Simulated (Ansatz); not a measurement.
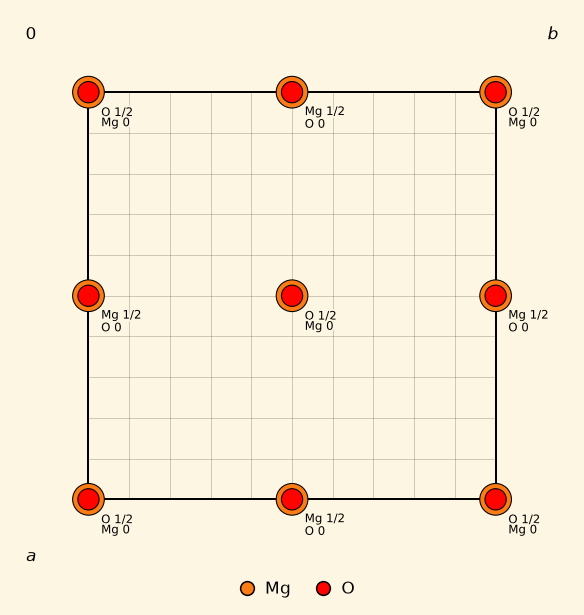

Plan of a unit cell projected along c (a down the page, b across); the numbers are heights as fractions of c, and atoms on the cell's edges are repeated. The grid marks tenths of a and b. Source: coordinates from a relaxation with DFT PBE, scalar-relativistic, plane waves, PAW (Ansatz 0.2.0); the starting structure was generated, so it need not be a known form of this composition. The drawing is computed from the coordinates (standard cell, symmetry found to 0.002 Å).

a = 4.254 Å, b = 4.254 Å, c = 4.254 Å, α = 90.00°, β = 90.00°, γ = 90.00°.

What does the cell contain?

4 Mg, 4 O: MgO, Z = 4.

Give the fractional coordinates of all atoms, to two places.

```tsv
atom	x	y	z
Mg	0.00	0.00	0.00
O	0.00	0.50	0.00
Mg	0.00	0.50	0.50
O	0.00	0.00	0.50
Mg	0.50	0.00	0.50
O	0.50	0.50	0.50
Mg	0.50	0.50	0.00
O	0.50	0.00	0.00
```
